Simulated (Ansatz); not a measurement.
## Run report: InP, single-point calculation (part 2 of 2)

InP (slab, 12 atoms in the cell); DFT PBE, scalar-relativistic, plane waves, PAW, no spin polarisation (Ansatz 0.2.0); cutoff 420 eV, 8×4×1 k-mesh, Gaussian smearing of 0.1 eV. The structure derives from an entry of the Crystallography Open Database. It belongs to a series of runs on one base structure; here: the substrate alone at its places in the stack.

Geometry of the input (Å; fractional positions):
```
4.2144  0.0000  0.0000
0.0000  8.4288  0.0000
0.0000  0.0000  30.3937
P  -0.0016  0.2504  0.2500
P  -0.0017  0.7506  0.2489
In 0.4983  0.7505  0.2960
In 0.4984  0.2505  0.2971
P  0.4982  -0.0014  0.3487
P  0.4982  0.5025  0.3487
In -0.0018  0.5057  0.3953
In -0.0018  -0.0045  0.3953
P  -0.0023  0.7507  0.4491
P  -0.0026  0.2506  0.4449
In 0.4971  0.2505  0.4951
In 0.4974  0.7514  0.5009
```

**Output, continued**
```
--- Forces (eV/Å), atoms counted from 1 ---
  atom   1  P     -0.00041520    -0.00258390     0.09589413
  atom   2  P     -0.00029714     0.00360945     0.07560505
  atom   3  In    -0.00006802     0.00019073    -0.04603897
  atom   4  In    -0.00009904    -0.00004283    -0.03519827
  atom   5  P     -0.00090872     0.00463162    -0.11261380
  atom   6  P     -0.00091550    -0.00407950    -0.11424105
  atom   7  In     0.00013079     0.03841280     0.18247967
  atom   8  In     0.00014040    -0.03827287     0.18027756
  atom   9  P     -0.00547385    -0.00634569    -0.11197580
  atom  10  P     -0.00612875     0.00443922     0.01023297
  atom  11  In     0.00743312    -0.00753619    -0.00537661
  atom  12  In     0.00660205     0.00757777    -0.11907562
  max |Σ_I F_I| component: 3.07e-5 eV/Å
--- Stress (GPa, compression-positive) ---
        0.030425       0.000005       0.004717
        0.000005      -0.571594      -0.001201
        0.004717      -0.001201      -0.112884
  P = ⅓ Tr σ = -0.2180 GPa (-2.180 kbar)
--- Band table (eV; the first three rows and the last of 18) ---
  k-point 0: bands = ["-16.2230", "-16.1226", "-16.1021", "-16.0925", "-16.0769", "-16.0621", "-16.0492", "-16.0212", "-16.0157", "-15.9927", "-15.9808", "-15.9794", "-15.9676", "-15.9665", "-15.9374", "-15.9158", "-15.8975", "-15.8959", "-15.8814", "-15.8685", "-15.5726", "-15.5580", "-15.5035", "-15.4784", "-15.4617", "-15.4439", "-15.4077", "-15.3859", "-15.3645", "-15.3423", "-12.6857", "-11.8010", "-11.5580", "-11.5133", "-10.8421", "-10.6992", "-6.9267", "-6.8561", "-6.4169", "-5.5570", "-5.2159", "-4.1266", "-3.6920", "-3.5640", "-3.1967", "-2.8632", "-2.8615", "-2.7213", "-2.6160", "-2.5147", "-2.5038", "-2.2165", "-2.0041", "-1.5383", "-1.4795", "-1.1309", "-1.1081", "0.0440", "0.4308", "0.7164", "0.8482", "0.9096", "0.9330", "1.3262", "1.7544", "2.1382"]
  k-point 1: bands = ["-16.2220", "-16.1216", "-16.1018", "-16.0871", "-16.0768", "-16.0620", "-16.0549", "-16.0167", "-16.0145", "-15.9942", "-15.9811", "-15.9795", "-15.9724", "-15.9674", "-15.9373", "-15.9136", "-15.8998", "-15.8965", "-15.8796", "-15.8704", "-15.5676", "-15.5549", "-15.5047", "-15.4857", "-15.4617", "-15.4440", "-15.4069", "-15.3873", "-15.3632", "-15.3436", "-12.5876", "-11.9176", "-11.7232", "-11.4190", "-10.7845", "-10.6943", "-6.8691", "-6.7585", "-6.2446", "-5.4720", "-5.3930", "-4.0408", "-3.8559", "-3.7731", "-3.6168", "-3.1093", "-2.8000", "-2.6466", "-2.5744", "-2.3706", "-2.2636", "-2.1717", "-2.0207", "-1.7488", "-1.6099", "-1.2423", "-0.7714", "0.3187", "0.3768", "0.8333", "0.8684", "0.9607", "1.1573", "1.3781", "1.6708", "2.2063"]
  k-point 2: bands = ["-16.2210", "-16.1206", "-16.1015", "-16.0785", "-16.0767", "-16.0635", "-16.0620", "-16.0161", "-16.0030", "-16.0016", "-15.9813", "-15.9795", "-15.9791", "-15.9673", "-15.9372", "-15.9096", "-15.9042", "-15.8966", "-15.8759", "-15.8743", "-15.5610", "-15.5528", "-15.5014", "-15.4983", "-15.4617", "-15.4440", "-15.4061", "-15.3888", "-15.3617", "-15.3452", "-12.3428", "-12.2748", "-11.5799", "-11.5403", "-10.7081", "-10.7079", "-6.7712", "-6.6836", "-5.8854", "-5.8748", "-4.8510", "-4.8236", "-3.9999", "-3.8970", "-3.4358", "-3.3721", "-2.7493", "-2.6557", "-2.3935", "-2.3359", "-2.0854", "-2.0733", "-2.0393", "-2.0345", "-1.5586", "-1.5258", "-0.1051", "-0.0940", "0.6060", "0.7454", "0.8577", "0.9331", "1.1661", "1.2052", "2.4779", "2.6149"]
  k-point 17: bands = ["-16.1833", "-16.1546", "-16.1035", "-16.0983", "-16.0864", "-16.0837", "-16.0777", "-16.0408", "-15.9988", "-15.9828", "-15.9815", "-15.9713", "-15.9674", "-15.9533", "-15.9523", "-15.8987", "-15.8947", "-15.8794", "-15.8784", "-15.8541", "-15.5514", "-15.5342", "-15.5203", "-15.5137", "-15.4564", "-15.4434", "-15.3815", "-15.3662", "-15.3651", "-15.3500", "-11.3478", "-11.2377", "-11.1416", "-11.1203", "-10.1810", "-10.1720", "-7.1198", "-7.0610", "-7.0267", "-6.8940", "-6.5550", "-6.5392", "-4.1738", "-4.1301", "-4.0035", "-3.9314", "-3.9148", "-3.8706", "-3.5035", "-3.4720", "-2.4440", "-2.4242", "-2.1269", "-2.0915", "-1.7075", "-1.6976", "0.0105", "0.1433", "0.9652", "1.1895", "1.2689", "1.4346", "1.8052", "1.8305", "2.1016", "2.1946"]
```

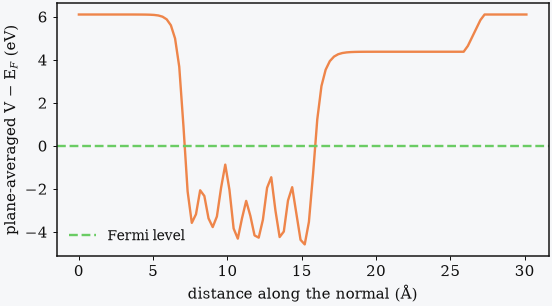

**Figure 1.** Plane average of the electrostatic potential energy of an electron across the cell, from the Fermi level. The vacuum level lies 4.37 eV above the Fermi level on the upper side and 6.10 eV on the lower.

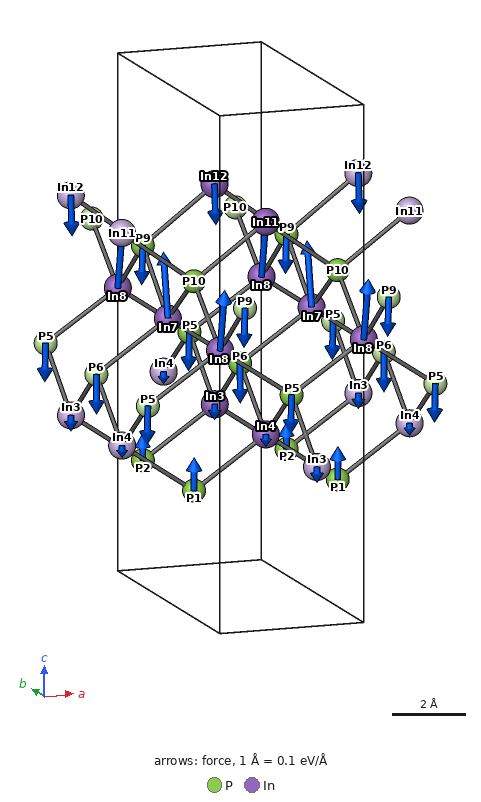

**Figure 2.** Forces on the atoms as blue arrows (ball-and-stick view of the cell of the calculation, with the vacuum cut short, seen slightly off an axis; neighbours outside the cell are drawn fainter; atoms are numbered from 1 in the order of the input); the smallest are left out. The largest act on In7 (0.19 eV/Å); In8 (0.18 eV/Å); In12 (0.12 eV/Å); P5, P6, P9 (0.11 eV/Å), among others. The geometry is not a stationary point of this energy.

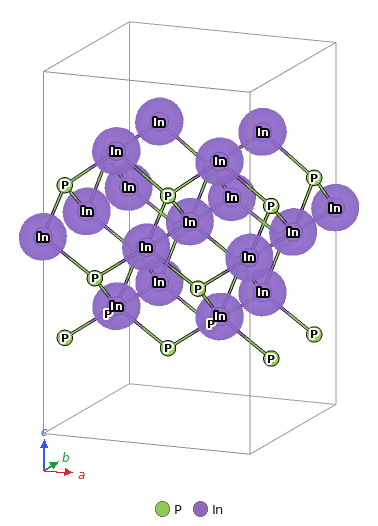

**Figure 3.** Isosurface of the valence electron density at 0.8 e/Å³ (purple), seen at an oblique angle. Sticks mark near contacts. At this value the density breaks into separate islands; it holds about 50 % of the electrons treated as valence (semicore included). It is pinched off along the In–P (2.54 Å) and In–P (2.60 Å) contacts. On the grid the lowest density along these lines, outside the cores, is 0.45 e/Å³ (In–P, 2.54 Å) and 0.4 e/Å³ (In–P, 2.60 Å). The fields are those of the smooth PAW valence density.

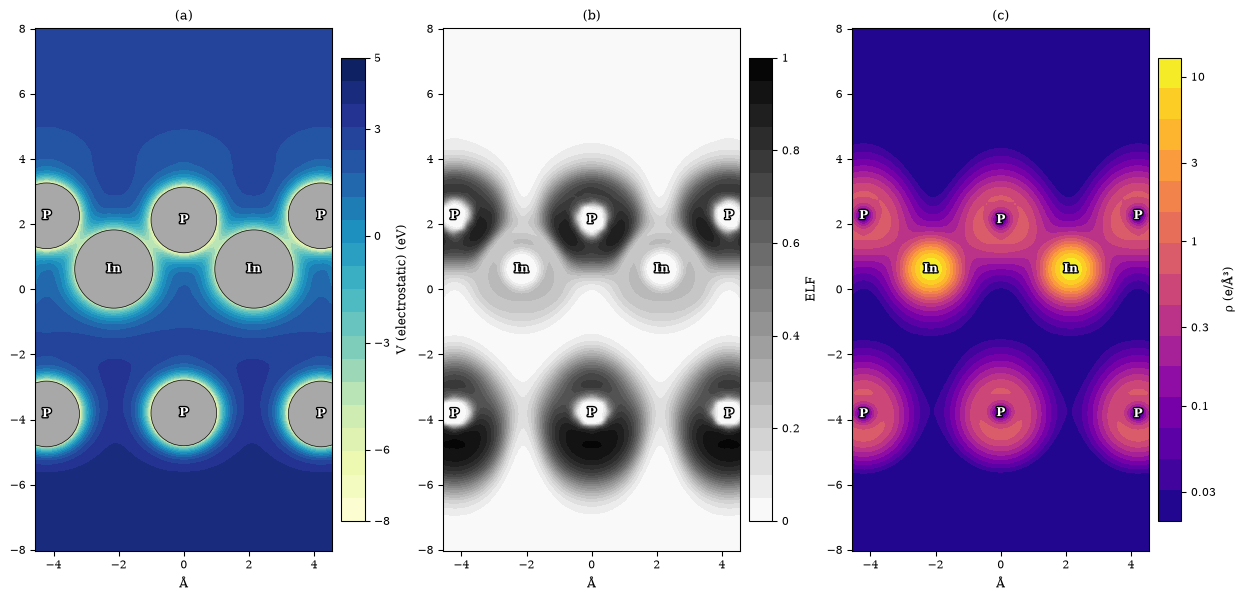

**Figure 4.** (a) electrostatic potential energy of an electron; (b) electron localisation function; (c) valence electron density on the (100) plane of the calculation cell, a cut from vacuum to vacuum. Grey discs, where drawn, cover atomic cores. Atoms in the plane: P and In. In–P (2.63 Å): ρ at the midpoint is about 0.38 e/Å³; the ELF is about 0.50 at the midpoint. The density dies away to nearly zero in the vacuum.

**Summary**

- outcome: converged
- electrons treated: 108
- free energy: −38117.3734 eV
- work function, top face: 4.37 eV
- work function, bottom face: 6.10 eV
- Fermi energy: −1.795 eV
- gap on the k-point mesh: none (metallic)
- work function (upper face): 4.37 eV
- largest force (length of the vector): 0.186 eV/Å
- wall time: 29 s (CPU time 3.8 min)
- peak memory: 3.2 GiB

**Notes**

The program warns: the exchange-correlation potential is rough where the density is thin.
